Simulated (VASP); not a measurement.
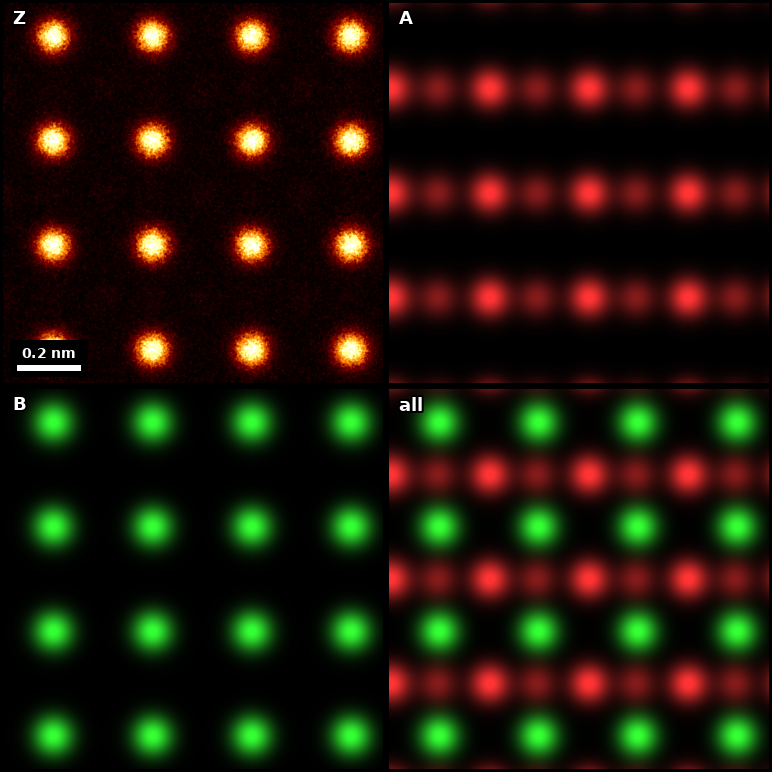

La₂O₃ (P-62m, No. 189) along [210]. Panel Z: Simulated incoherent Z contrast: every atom adds Z^1.8 spread by a probe of 0.80 Å full width; channelling and multiple scattering are left out. The probe carries 15 % of its weight in a tail 2.5 times as wide. Shot noise was added. The other panels are simulated element maps (the number of atoms of one element along the beam, blurred by 1.0 Å; each on its own scale, no channelling); the last overlays them. Structure: a cell listed in the Materials Project, as set up for an electronic-structure calculation.

```
La O
1.0
     6.26678    0.00000    0.00000
    -3.13339    5.42719    0.00000
     0.00000    0.00000    3.29977
La O
2 3
Cartesian
  3.1334 1.8091 1.6499
  0.0000 3.6181 1.6499
  3.1836 0.0000 0.0000
  -1.5918 2.7571 0.0000
  1.5416 2.6701 0.0000
```

**Which element does each lettered map show?**

A: O, B: La. The projected cell (3.13 × 3.30 Å, 90°) holds 3 columns: 2 of O and 1 of La. No column is shared by two of the mapped elements.
